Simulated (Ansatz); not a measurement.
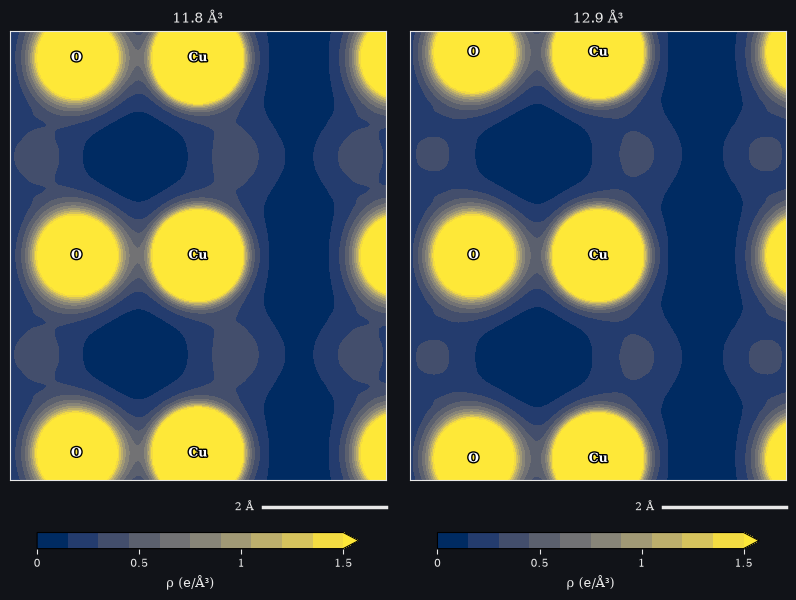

CuO. The valence electron density of cells scaled evenly to different volumes (given per atom above each panel), on the (11̄0) plane of each (indices in the axes of the cell below), at one length scale and on one colour scale.

A generated structure, not necessarily the stable one; built by placing these elements on a known structure type.

Level of theory: Kohn-Sham DFT of a periodic cell, PBE, Ansatz PAW in Ansatz 0.2.0.

Core electrons are frozen (PAW), and the valence fields are smoothed inside the atomic spheres.

The largest cell:

```yaml
crystal:
  lattice:
    - [3.30980, 0.00000, 0.00000]
    - [-1.65490, 2.86637, 0.00000]
    - [0.00000, 0.00000, 5.42069]
  atoms:
    - { symbol: Cu, position: [0.66667, 0.33333, 0.00000] }
    - { symbol: Cu, position: [0.33333, 0.66667, 0.50000] }
    - { symbol: O, position: [0.66667, 0.33333, 0.62520] }
    - { symbol: O, position: [0.33333, 0.66667, 0.12520] }
```

| volume (Å³/atom) | Cu–O contact in the plane (Å) | ρ at its midpoint (e/Å³) | pressure (GPa) | 
| --- | --- | --- | --- |
| 11.85 | 1.977 | 0.622 | −2.5 | 
| 12.35 | 2.005 | ? | ? | 
| 12.86 | 2.032 | 0.548 | −10.8 | 

> Estimate the missing row, and compare with the calculation.

Over the known rows ln ρ falls by 2.30 per Å of Cu–O distance (the line through the two), which gives 0.583 e/Å³ at 2.005 Å; the calculation gives 0.586 e/Å³. For the pressure, a straight line in volume between the neighbouring rows gives −6.6 GPa; the calculation gives −7.2, lower because pressure rises ever faster on compression.
